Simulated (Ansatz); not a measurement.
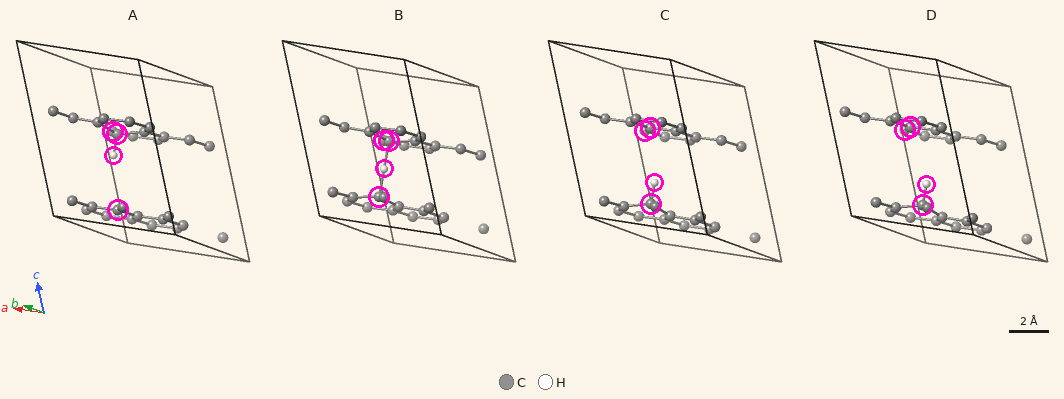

4 geometries from a converged minimum-energy path of a defect cell of composition HC28 (29 atoms in the cell), shuffled. The picture is a ball-and-stick view of the reduced simulation cell (origin moved), seen from a free direction. The atoms that move most are ringed. Lengths and directions refer to the drawn axes. Bonds to atoms that aren't drawn are left out.

Method: DFT PBE, scalar-relativistic, plane waves, PAW in Ansatz 0.2.0. Set-up: plane-wave cutoff 420 eV; k-point mesh 4 × 4 × 4; Gaussian smearing 0.1 eV; 5 movable images; climbing image.

Question: Which of them lies highest in energy?

Answer: B. In order along the path, whose images run from 0 to 6: D (image 0, 0.00 eV), C (image 1, 0.00 eV), B (image 3, +0.78 eV), A (image 5, 0.00 eV). The H atom travels furthest, 2.02 Å from end to end, along [2 −1 2], on a path that bends up to 0.35 Å away from the straight line. At the highest image its nearest neighbour (C) is 1.49 Å away, against 1.13 Å at the start, and the surrounding atoms stand up to 0.88 Å off the mean of their end positions. Breaking: C–H (1.13 → 3.21 Å). Forming: C–H (3.22 → 1.13 Å).

Limits of the set-up: the periodic images lie only 6.5 Å apart, so the values are limited by the cell's size.

The run took 40 min on 4 threads of AMD EPYC 7R13 Processor (Zen 3), with other jobs on the host, peak memory 4 GiB.
